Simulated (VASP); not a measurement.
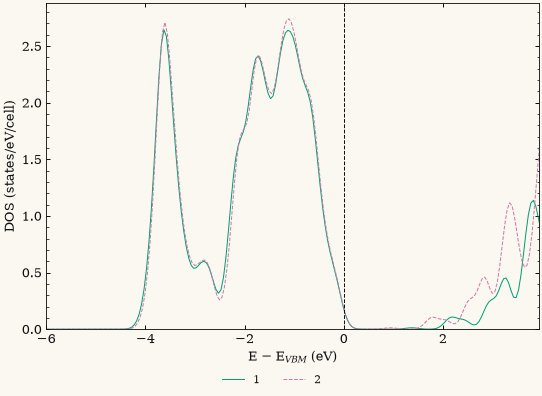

Total densities of states of CdS, space group I-4m2, 2 atoms in the cell, zincblende type, biaxial (xy) strain +2.6%, by two methods on the same cell. The curves are built from the levels of the k mesh with Gaussians 0.3 eV wide, which also blur the band edges. Each is counted from its own valence-band top.

Q: Which curve is which? The methods: r2SCAN (VASP), PBE (VASP).

A: 1 is r2SCAN (VASP); 2 is PBE (VASP). r2SCAN (VASP) gives a gap of 1.37 eV and PBE (VASP) gives a gap of 0.94 eV.

Settings. r2SCAN (VASP): DFT, r2SCAN, plane waves, PAW, 8×8×8 k mesh, 520 eV cutoff (VASP 6.6.1). PBE (VASP): DFT, PBE, plane waves, PAW, 8×8×8 k mesh, 520 eV cutoff, Fermi-Dirac smearing of 0.02 eV (VASP).
